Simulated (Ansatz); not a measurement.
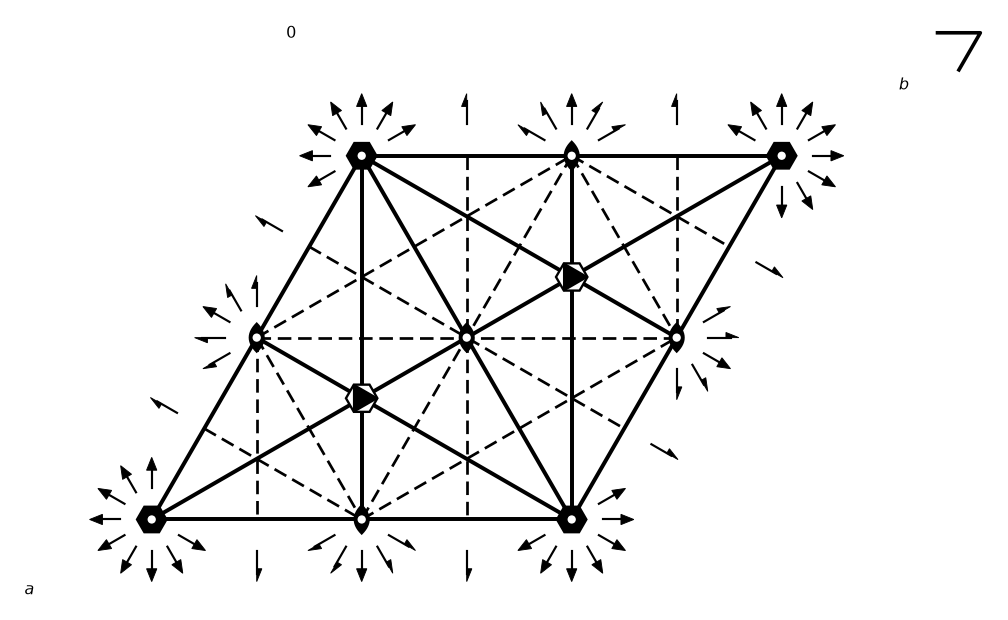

Symmetry elements of a space group, projected down c, computed from the operations of a computed or model structure of composition Tl, which need not be its known form.

Graphical symbols as in the International Tables (origin upper left, heights as fractions; handed screw axes are marked by their printed symbols).

**Give the Hermann–Mauguin symbol and number.**

No. 191, P6/mmm; primitive hexagonal, point group 6/mmm, 24 general positions a cell.

**List the elements shown.**

−6 axes along c at (1/3, 2/3), (2/3, 1/3); 6 axes along c at (0, 0); 2 axes along c at (0, 1/2), (1/2, 0), (1/2, 1/2); inversion centres at (0, 0), (0, 1/2), (1/2, 0), (1/2, 1/2); mirror planes holding c and [1 1 0] or [1 2 0] or [2 1 0] or [−1 1 0]; in-plane glide planes holding c and [1 1 0] or [1 2 0] or [2 1 0] or [−1 1 0]; mirror planes normal to a*, at x = 0; b glide planes normal to a*, at x = 1/2; mirror planes normal to b*, at y = 0; a glide planes normal to b*, at y = 1/2; a mirror plane normal to c at height 0; 2 axes along [1 1 0] at height 0; 2 axes along [1 2 0] at height 0; 2 axes along [2 1 0] at height 0; 2 axes along [−1 1 0] at height 0; 2 axes along a at height 0; 2 axes along b at height 0; 2₁ axes along [1 1 0] at height 0; 2₁ axes along [1 2 0] at height 0; 2₁ axes along [2 1 0] at height 0; 2₁ axes along [−1 1 0] at height 0; 2₁ axes along a at height 0; 2₁ axes along b at height 0. Heights repeat every half period; positions are (a, b) fractions, modulo 1.
